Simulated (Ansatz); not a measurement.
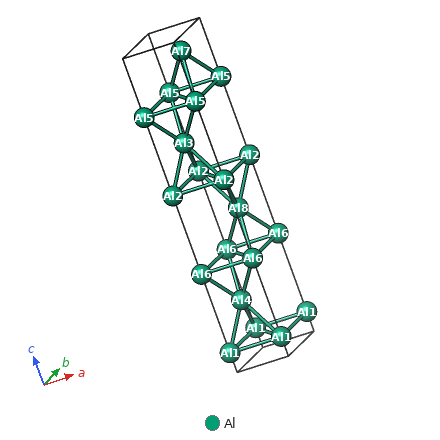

Four computed energy maps of cells of Al. The picture above is the structure of the first map.

Map 1

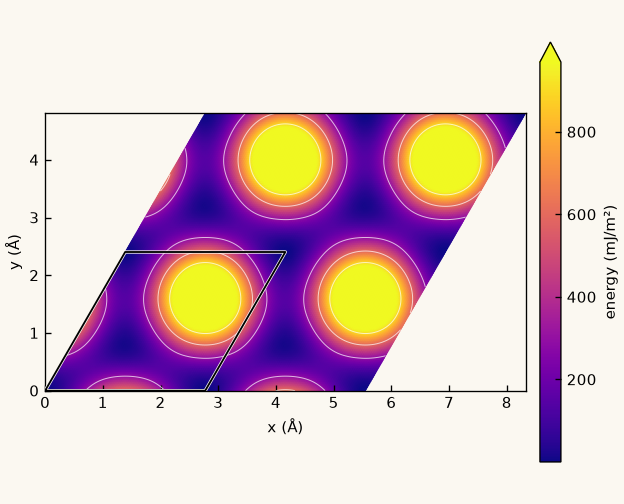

Al (P6_3/mmc, No. 194; 8 atoms in the cell). 
- Gamma surface: rigid slide across a plane, one fault a cell; the plane is (0 0 1) of the conventional cell.
- Places are given modulo a cell vector. The map is drawn in real space over the plane of the slide.
- Nothing is relaxed (rigid halves, spacing across the cut fixed).
- The scan uses a 9 × 9 grid; 19 points were computed and 62 follow by symmetry.
- All energies are given in mJ/m² relative to the lowest grid point.
- Method: Ansatz 0.2.0, DFT LDA+D3(BJ), scalar-relativistic, plane waves, PAW. Settings: cutoff 420 eV, k-mesh 16×16×3 in the order of the run's cell vectors, gaussian smearing 0.15 eV, no spin polarisation.

In the figure: a smooth colour map with a few white contour lines, the outline of one cell of the 2 × 2 shown, one colour for all values above the top of the scale. Between grid points the surface is interpolated.

Map 2

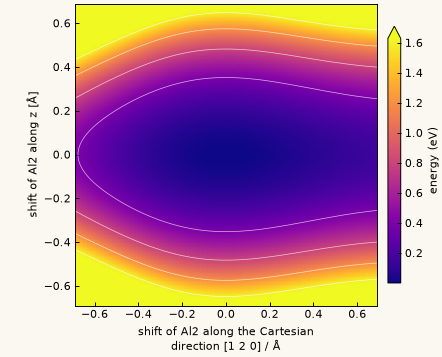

Al (P6_3/mmc, No. 194; 4 atoms in the cell). One atom moved over a plane, all else fixed (x along [1 0 0], y along [1 2 0], z along [0 0 1] of the conventional cell). Coordinates scanned: (1) shift of Al2 along the Cartesian direction [1 2 0]; (2) shift of Al2 along z. Nothing is relaxed (all other atoms fixed). The grid has 11 × 11 points; 66 points were computed and 55 follow by symmetry. Points are written as (first, second). Energies: eV per cell, counted from the lowest grid point. Computed with Ansatz 0.2.0, DFT LDA+D3(BJ), scalar-relativistic, plane waves, PAW. Settings: cutoff 420 eV, k-mesh 18×18×6 in the order of the run's cell vectors, gaussian smearing 0.15 eV, no spin polarisation.

The picture shows a smooth colour map with a few white contour lines, one colour for all values above the top of the scale. Between grid points the surface is interpolated.

Map 3

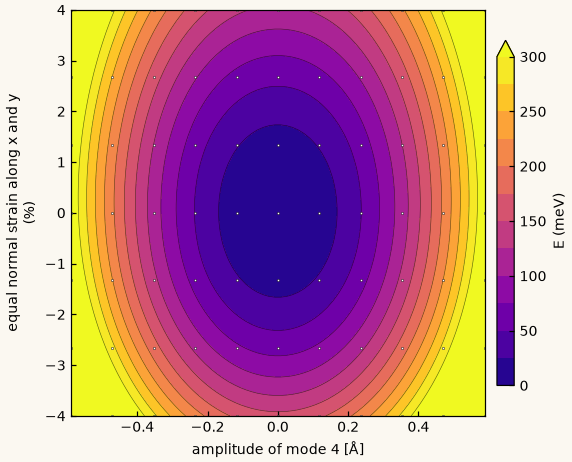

Al (P6_3/mmc, No. 194; 4 atoms in the cell). The energy is mapped over a normal mode and a strain (zone-centre modes of the 4-atom cell of this scan) (x along [1 0 0], y along [1 2 0], z along [0 0 1] of the conventional cell). Coordinates scanned: (1) amplitude of mode 4 (93 cm⁻¹), largest displacement in the unstrained cell; (2) equal normal strain along x and y. Nothing is relaxed (the pattern is fixed in fractional coordinates). The scan uses an 11 × 7 grid; 42 points were computed and 35 follow by symmetry. Points are written as (first, second). Energies are in meV per cell, from the lowest grid point. Method: Ansatz 0.2.0, DFT LDA+D3(BJ), scalar-relativistic, plane waves, PAW. Settings: cutoff 420 eV, k-mesh 18×18×6 in the order of the run's cell vectors, gaussian smearing 0.15 eV, no spin polarisation.

The picture shows filled contours, dots at the grid points, one colour for all values above the top of the scale. Between grid points the surface is interpolated.

Map 4

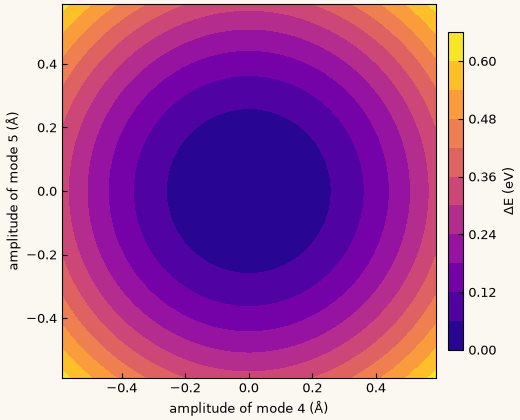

Al (P6_3/mmc, No. 194; 4 atoms in the cell). The energy is mapped over two normal modes frozen in (zone-centre modes of the 4-atom cell of this scan). The first coordinate is: amplitude of mode 4 (93 cm⁻¹), largest displacement; the second: amplitude of mode 5 (93 cm⁻¹), largest displacement. Nothing is relaxed (the cell and all other modes fixed). The grid has 9 × 9 points; 25 points were computed and 56 follow by symmetry. Points are written as (first, second). Energies: eV per cell, counted from the lowest grid point. This map comes from DFT LDA+D3(BJ), scalar-relativistic, plane waves, PAW (Ansatz). Settings: cutoff 420 eV, k-mesh 18×18×6 in the order of the run's cell vectors, gaussian smearing 0.15 eV, no spin polarisation.

Drawn: filled contours. Between grid points the surface is interpolated.

What does each map show?

Answer. Map 1: The lowest grid point is at (0/9, 0/9) of the cell vectors. A higher local minimum lies near (3/9, 3/9) of the cell vectors (14 mJ/m² above the lowest at that grid point). These are metastable stacking faults of the rigid slide. The highest grid point, (6/9, 6/9) of the cell vectors, lies 1468 mJ/m² above the lowest. On the interpolated surface the easiest way out of the lowest well to the well at (3/9, 3/9) of the cell vectors passes a barrier of about 145 mJ/m².
Map 2: The lowest grid point is at (0.000 Å, 0.000 Å). No other kind of well shows on this grid. The highest grid point, (−0.690 Å, −0.690 Å), lies 3.94 eV above the lowest. Near the minimum the curvatures are about 1.4 and 5.9 eV/Å² along the soft and the stiff direction.
Map 3: The lowest grid point is at (0.000 Å, 0.00 %). It is the only kind of minimum in the scanned range. The highest grid point, (−0.588 Å, −4.00 %), lies 500 meV above the lowest.
Map 4: The lowest grid point is at (0.000 Å, 0.000 Å). It is the only kind of minimum in the scanned range. The highest grid point, (−0.588 Å, −0.588 Å), lies 0.622 eV above the lowest.

Maps 1, 2, 3, 4 start from a relaxed reference structure. Do they show a way to lower its energy?

Answer. No. In each of them the reference is the lowest point, within the accuracy of the grid, so it is stable against the distortions scanned (other distortions weren't tried).

PAW datasets: the set soft_1.
